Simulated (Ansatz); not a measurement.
**Ga$_{18}$N$_{17}$ (cell with a defect): density, localisation and related maps**

```cif
data_structure
_symmetry_space_group_name_H-M 'P 1'
_symmetry_Int_Tables_number 1
_cell_length_a 7.6527
_cell_length_b 7.6527
_cell_length_c 7.6527
_cell_angle_alpha 78.223
_cell_angle_beta 78.223
_cell_angle_gamma 78.223
_cell_volume 423.28
loop_
_atom_site_label
_atom_site_type_symbol
_atom_site_fract_x
_atom_site_fract_y
_atom_site_fract_z
_atom_site_occupancy
Ga1 Ga 0.39125 0.39174 0.72517 1
Ga2 Ga 0.38855 0.72196 0.38816 1
Ga3 Ga 0.72170 0.05458 0.72236 1
Ga4 Ga 0.38855 0.05453 0.05547 1
Ga5 Ga 0.72170 0.38879 0.38818 1
Ga6 Ga 0.05439 0.72195 0.72236 1
Ga7 Ga 0.72210 0.72224 0.05583 1
Ga8 Ga 0.05497 0.05516 0.38873 1
Ga9 Ga 0.05441 0.38876 0.05553 1
Ga10 Ga 0.44577 0.76966 0.77943 1
Ga11 Ga 0.44330 0.11149 0.44513 1
Ga12 Ga 0.76970 0.44591 0.77958 1
Ga13 Ga 0.44577 0.44584 0.10343 1
Ga14 Ga 0.77746 0.77762 0.44452 1
Ga15 Ga 0.11131 0.11145 0.77706 1
Ga16 Ga 0.77748 0.11089 0.11125 1
Ga17 Ga 0.11128 0.44347 0.44502 1
Ga18 Ga 0.11079 0.77758 0.11119 1
N1 N 0.51413 0.84678 0.51467 1
N2 N 0.84657 0.18109 0.84791 1
N3 N 0.51412 0.18106 0.18037 1
N4 N 0.84655 0.51428 0.51475 1
N5 N 0.18100 0.84674 0.84786 1
N6 N 0.84753 0.84764 0.18126 1
N7 N 0.18049 0.18067 0.51426 1
N8 N 0.18099 0.51426 0.18031 1
N9 N 0.23716 0.57004 0.57096 1
N10 N 0.23608 0.90316 0.23672 1
N11 N 0.56971 0.23755 0.57112 1
N12 N 0.23725 0.23745 0.90355 1
N13 N 0.56920 0.56944 0.23517 1
N14 N 0.90297 0.90318 0.56988 1
N15 N 0.56922 0.90150 0.90299 1
N16 N 0.90296 0.23632 0.23677 1
N17 N 0.90147 0.56942 0.90303 1
```

Spin-polarised.

Level of theory: DFT PBE, scalar-relativistic, plane waves, PAW (Ansatz 0.2.0).

The density is the valence pseudo-density of a PAW calculation; it isn't the true density close to the nuclei.

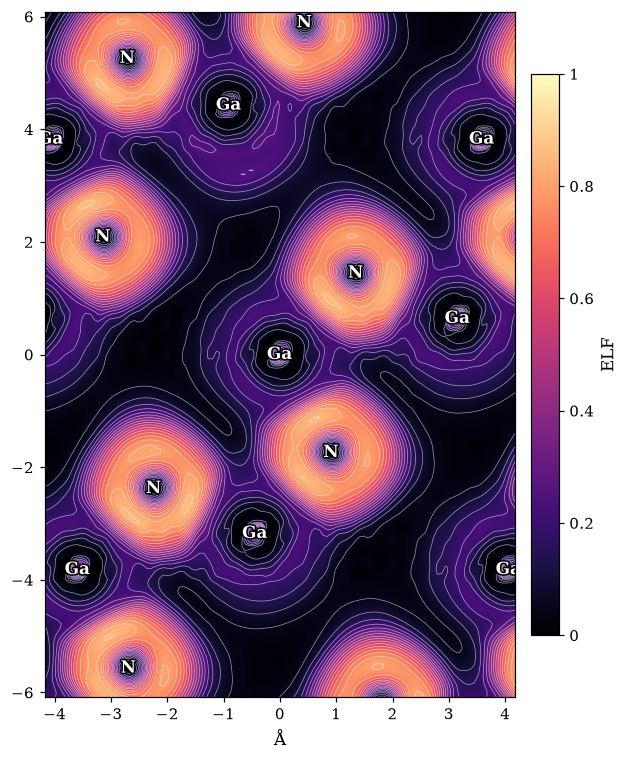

Figure 1. ELF on the (101̄) plane of the calculation cell.

Describe what can be read from this map.

Answer. The plane passes through Ga and N nuclei.
Ga–N (1.98 Å): the ELF peaks at about 0.85 in the valence shell of N, 0.7 Å from its nucleus, and is about 0.50 at the midpoint.

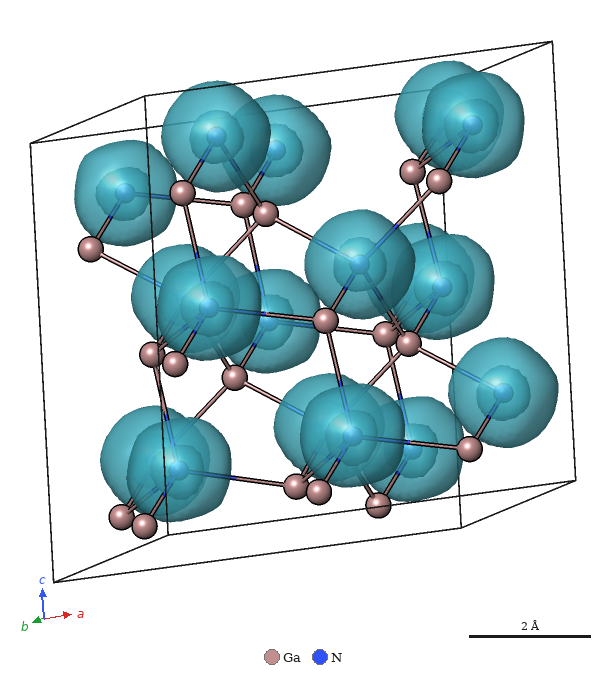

Figure 2. Isosurface of the ELF at 0.7 (cyan), seen at an oblique angle. Core shells and regions of very low density are left out. Sticks mark near contacts.

Identify the bonds, lone pairs and shells in this picture.

Answer. The surface consists of 17 regions wrapped around N (the valence shell of each), counted in one cell of 35 atoms. Any copies at cell faces, edges or corners count once.


Ga–N (1.96 Å): the ELF peaks at about 0.85 in the valence shell of N, 0.7 Å from its nucleus, and is about 0.45 at the midpoint.
